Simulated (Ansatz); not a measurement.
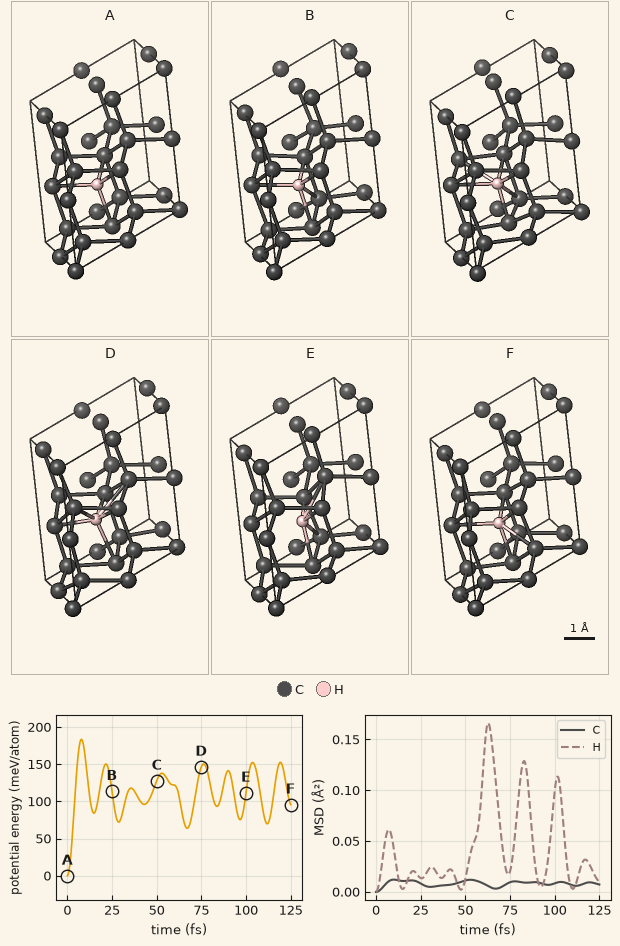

First-principles dynamics of C with an interstitial H (17 atoms in the cell), 125 fs long. Frames (A at 0 fs, B at 25 fs, C at 50 fs, D at 75 fs, E at 100 fs, F at 125 fs) and the history of the run. Style: ball-and-stick. Shown: the reduced simulation cell, slightly off an axis. Bonds to atoms that aren't drawn are left out. Lengths and directions refer to the drawn axes.

These are results of Ansatz 0.2.0, DFT PBE-D3(BJ), scalar-relativistic, plane waves, PAW, not measurements. Run with plane-wave cutoff 420 eV; k-point mesh 2 × 2 × 2; Fermi-Dirac smearing 0.02 eV; spin collinear; constant energy (NVE); velocities drawn for 1800 K; time step 0.5 fs.

> Describe the run.

The mean temperature in the second half is 883 K (standard deviation 221 K). The first frame carries almost no forces, so kinetic energy first flows into potential energy: the temperature drops from 1800 to 295 K within 8 fs, and without a thermostat its mean stays below the start. The potential energy in the second half lies on average 112 meV per atom above the first frame. Root-mean-square distances from the starting positions over the second half, with the common drift of all atoms taken out: H 0.23 Å, C 0.09 Å. Against the typical shortest distance between atoms in the first frame, about 1.5 Å these are wide excursions, but the first-neighbour bonds of the start all hold: the network flexes, or its layers or units shift against each other, without breaking. Bond changes: one C–H contact opens and closes in turn; one C–H bond forms at about 54 fs; one C–H bond breaks at about 76 fs. The total energy stays between 0 and 0.44 meV per atom of its start. A straight-line fit has a slope that amounts to −0.011 meV per atom over 125 fs (under 0.1 % of the mean kinetic energy), its mean offset in the second half is 0.2 %, and the ripple about the line is 0.3 % of the kinetic energy's fluctuation. With a drift under 2 % and a ripple under 7 %, the integration is accurate.

Limits of the set-up: the k-point mesh is coarse for a cell with partly filled bands; the periodic images lie only 5.0 Å apart, so the values are limited by the cell's size.

The run took 39 min on 1 thread of Arm Neoverse N1 (shared host), peak memory 0.47 GiB.

PAW datasets: the set soft_1.
